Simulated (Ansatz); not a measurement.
## TiSi₆₃: single-point calculation (part 1 of 3)

TiSi₆₃ (defect cell, 64 atoms in the cell), computed with DFT PBE, scalar-relativistic, plane waves, PAW, spin-polarised (Ansatz 0.2.0).

The structure derives from a Materials Project entry.

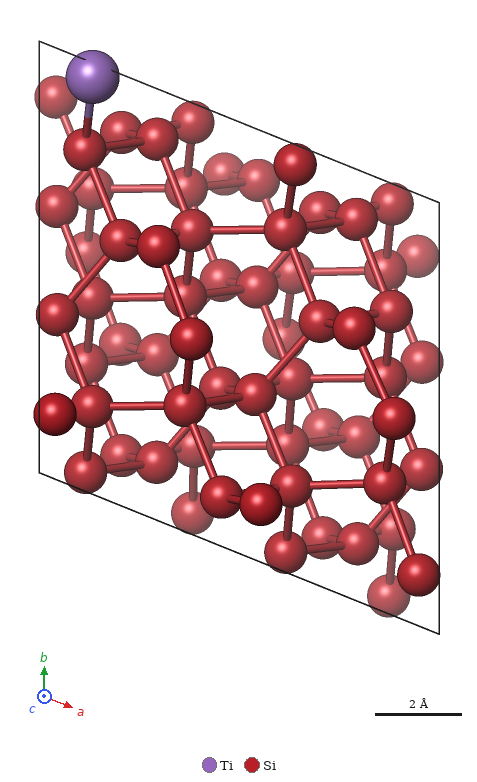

The structure (ball-and-stick view of the cell of the calculation, along the c axis). An atom can appear more than once, as a periodic image.

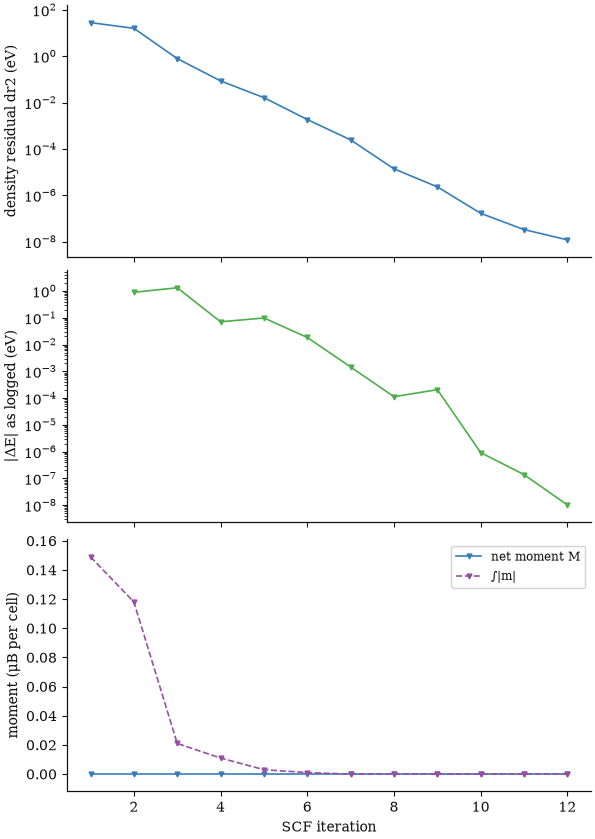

Convergence of the self-consistent field: density residual dr2, size of the energy change and magnetic moment against the SCF iteration. The residual falls at every step. The net moment stays at 0.0 μB per cell, and ∫|m| falls to zero.

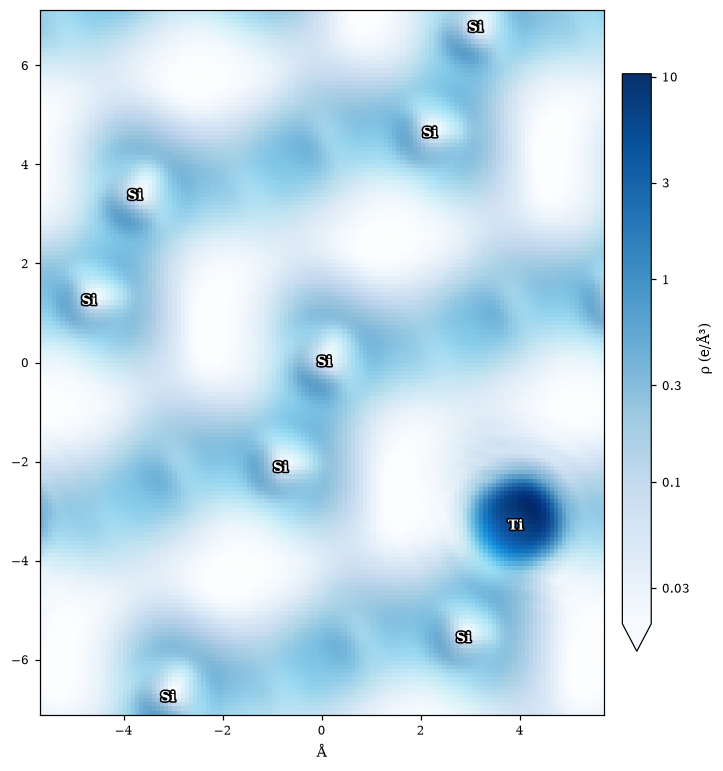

Valence electron density on the (100) plane of the calculation cell. The section cuts through Ti and Si sites. Si–Si (2.31 Å): ρ is about 0.6 e/Å³ halfway, a local maximum along the line. Ti–Si (2.51 Å): ρ at the midpoint is about 0.48 e/Å³. Si–Si (2.32 Å): the density is about 0.6 e/Å³ at the midpoint, a local maximum along the line. Away from the nuclei the density in this plane falls to 0.02 e/Å³ at its lowest. In a PAW calculation such maps are meaningful between the atoms, not at the nuclei.

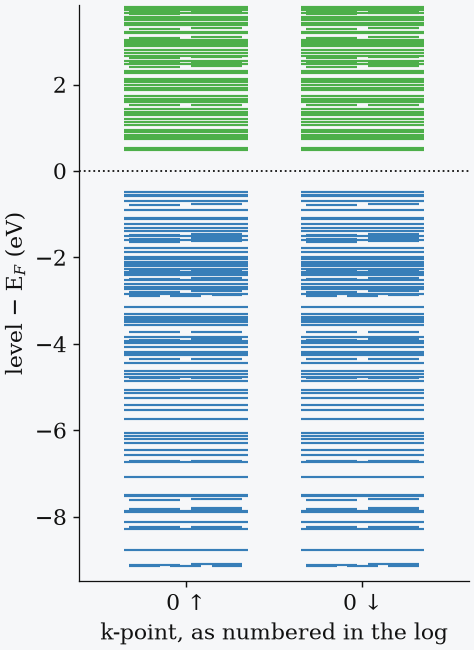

Kohn–Sham levels near the Fermi level (dotted) at the few k-points that the log prints; levels within 0.02 eV of each other stand side by side. Among these points the highest filled and lowest empty levels are 0.96 eV apart, which is the gap on the mesh.

These pictures come from the run below.

### Input
```yaml
crystal:
  lattice:
    - [6.650888, 6.650889, 3.844771]
    - [-9.976333, 3.325444, 1.922386]
    - [3.325444, -9.976333, 9.611928]
  atoms:
    - { symbol: Ti, position: [0.133604127, 0.9672755166, 0.9613933324], spin: 0.2 }
    - { symbol: Si, position: [0.3824476532, 0.7045035568, 0.7043660359] }
    - { symbol: Si, position: [0.1337522522, 0.7085313755, 0.2057095142] }
    - { symbol: Si, position: [0.6327228774, 0.454376263, 0.4551668435] }
    - { symbol: Si, position: [0.8868959809, 0.2014070112, 0.2020031217] }
    - { symbol: Si, position: [0.3802772764, 0.4523302621, 0.9549597796] }
    - { symbol: Si, position: [0.6304915855, 0.2054656742, 0.7032342973] }
    - { symbol: Si, position: [0.1326676337, 0.4543357324, 0.4541735493] }
    - { symbol: Si, position: [0.3870757187, 0.206202727, 0.2052808779] }
    - { symbol: Si, position: [0.1318698965, 0.2027089931, 0.7048870273] }
    - { symbol: Si, position: [0.8820205364, 0.9531951835, 0.4565176283] }
    - { symbol: Si, position: [0.639699067, 0.9533694304, 0.9546528612] }
    - { symbol: Si, position: [0.8798478162, 0.7031929552, 0.7037253168] }
    - { symbol: Si, position: [0.3838223987, 0.9556744402, 0.4536129533] }
    - { symbol: Si, position: [0.6342955257, 0.7015746525, 0.2051304674] }
    - { symbol: Si, position: [0.8865433938, 0.4577968781, 0.9541248249] }
    - { symbol: Si, position: [0.1196756418, 0.5544292387, 0.0460861767] }
    - { symbol: Si, position: [0.3641753676, 0.2920438449, 0.7966035149] }
    - { symbol: Si, position: [0.616173197, 0.0464706282, 0.5444969499] }
    - { symbol: Si, position: [0.1181320881, 0.2961319385, 0.2952497811] }
    - { symbol: Si, position: [0.3834298666, 0.0502103823, 0.0493998603], spin: 0.2 }
    - { symbol: Si, position: [0.1159486071, 0.0443059507, 0.5453410327] }
    - { symbol: Si, position: [0.865504231, 0.7929034275, 0.2983656094] }
    - { symbol: Si, position: [0.6149884971, 0.7939630903, 0.7948181484] }
    - { symbol: Si, position: [0.8652516556, 0.5442179341, 0.5446736608] }
    - { symbol: Si, position: [0.3674622318, 0.7964604391, 0.2945970608] }
    - { symbol: Si, position: [0.6120939465, 0.5390141532, 0.0454419005] }
    - { symbol: Si, position: [0.1139950427, 0.791486836, 0.7910758433], spin: 0.2 }
    - { symbol: Si, position: [0.364930965, 0.5449983618, 0.5447636532] }
    - { symbol: Si, position: [0.8637147263, 0.2996484324, 0.7927472884] }
    - { symbol: Si, position: [0.6210662166, 0.296215423, 0.2964190055] }
    - { symbol: Si, position: [0.8733626592, 0.0414369957, 0.0420286068] }
    - { symbol: Si, position: [0.0394388514, 0.1500985095, 0.9532887304], spin: 0.2 }
    - { symbol: Si, position: [0.2945781129, 0.8831676273, 0.7033104032] }
    - { symbol: Si, position: [0.5439407734, 0.6338367327, 0.4551902136] }
    - { symbol: Si, position: [0.0419405904, 0.8860557853, 0.2092298788] }
    - { symbol: Si, position: [0.2974854006, 0.6356980338, 0.9542832832] }
    - { symbol: Si, position: [0.0444488799, 0.6337716823, 0.4550257374] }
    - { symbol: Si, position: [0.7979942747, 0.3816577834, 0.2041123881] }
    - { symbol: Si, position: [0.5395779324, 0.3831511735, 0.7051415559] }
    - { symbol: Si, position: [0.7955960604, 0.1333754767, 0.4544532113] }
    - { symbol: Si, position: [0.295484325, 0.3841814507, 0.2049312825] }
    - { symbol: Si, position: [0.5540148056, 0.1339610721, 0.9545070502] }
    - { symbol: Si, position: [0.0453274718, 0.3832815565, 0.7039145405] }
    - { symbol: Si, position: [0.293391565, 0.1340567475, 0.4548148996] }
    - { symbol: Si, position: [0.7923543334, 0.8837932782, 0.7052727961] }
    - { symbol: Si, position: [0.5479113024, 0.8824944917, 0.2051931772] }
    - { symbol: Si, position: [0.7869072858, 0.6293099521, 0.9542639117] }
    - { symbol: Si, position: [0.204465404, 0.614686899, 0.7938687342] }
    - { symbol: Si, position: [0.4533524344, 0.3656931877, 0.544764977] }
    - { symbol: Si, position: [0.7088959736, 0.1146481319, 0.2935091766] }
    - { symbol: Si, position: [0.2029795383, 0.3736030759, 0.0479408755] }
    - { symbol: Si, position: [0.4558104193, 0.1141694877, 0.795289771] }
    - { symbol: Si, position: [0.2064024958, 0.1169665772, 0.2944758735] }
    - { symbol: Si, position: [0.9456595376, 0.8555534469, 0.0486723319], spin: 0.2 }
    - { symbol: Si, position: [0.7025449843, 0.8659486598, 0.5457522387] }
    - { symbol: Si, position: [0.956504799, 0.6142937367, 0.2946029708] }
    - { symbol: Si, position: [0.4629281374, 0.8653656274, 0.0447230422] }
    - { symbol: Si, position: [0.7022932869, 0.6138887095, 0.7940529736] }
    - { symbol: Si, position: [0.2058760345, 0.8655192954, 0.5434941331] }
    - { symbol: Si, position: [0.4548298541, 0.6161445283, 0.295125869] }
    - { symbol: Si, position: [0.9554280811, 0.3653745642, 0.5442258707] }
    - { symbol: Si, position: [0.7105232834, 0.3657592535, 0.044198294] }
    - { symbol: Si, position: [0.948449925, 0.1181369483, 0.7922101064] }
magnetization:
  spin_polarized: true
basis:
  ecutwfc: 420
  fft_grid_basis: typed
kpoints:
  mp_grid: { grid: [1, 1, 1] }
hamiltonian:
  xc: pbe
  pseudopotentials: { kind: paw }
scf:
  occupations: { method: gaussian, width: 0.05 }
output:
  forces: true
  stress: false
  eigenvalues: true
  bader: true
  write_density: true
  volumetric_format: npy
  populations: true
```

Run as:
```bash
ansatz run input.yaml --threads 4 --pin off --max-ram 10240MiB --backend cpu --events-out ev --progress --plain --runs-dir out
```

### Log
```
Engine: ansatz 0.2.0, aarch64-unknown-linux-gnu
Pseudopotentials: kind: paw
Pseudopotential: Ti, paw, valence charge 12, recommended cutoff 420 eV (normal), Ti.paw.azcp
Pseudopotential: Si, paw, valence charge 4, recommended cutoff 420 eV (normal), Si.paw.azcp
Functional definition: PBE
  parameter kappa = 0.804
  parameter beta = 0.06672455060314922
  exchange = pbe_x(kappa = kappa, mu = beta*pi^2/3)
  correlation = pbe_c(beta = beta)
Crystal: 64 atoms, lattice volume = 1360.567 Å³
Basis set: ecut = 420 eV, 26559 PW (Γ), exchange–correlation on 144×144×192 points (8 copies of the dense FFT grid, shifted against one another)
Bands: 197, of which v1, the nominal top of the filled ones, is band 132 counted from 1 (131 counted from 0)
Symmetry: 1 space group operations
Space group: P1 (ITA 1), of the structure as read, at distance tolerance 1.1e-4 Å
Magnetic group: BNS 1.1 (UNI 1), of the structure as read, at distance tolerance 1.1e-4 Å
k-points: 1
Non-local potential: Ti, projectors of the file, l = 0: 3, l = 1: 2, l = 2: 3, l = 3: 1
Non-local potential: Si, projectors of the file, l = 0: 2, l = 1: 2, l = 2: 2
PAW form: soft (Blöchl's): semilocal exchange-correlation on the pseudo side does not see the compensation charge
PAW one-centre angular grid: Ti, 590 points (default); XC on 64 Gauss nodes
PAW one-centre angular grid: Si, 110 points (default); XC on 64 Gauss nodes
Initial density: superposition of atomic densities (chi_scale 0.1, normalization cell)
Starting moments: Σ|m| = 1 μB on 5 of 64 sites
Initial wavefunctions: pseudopotential atomic-orbital guess
Functional: x = pbe(κ = 0.804, μ = 0.2195149727645171), c = pbe(β = 0.06672455060314922)
```
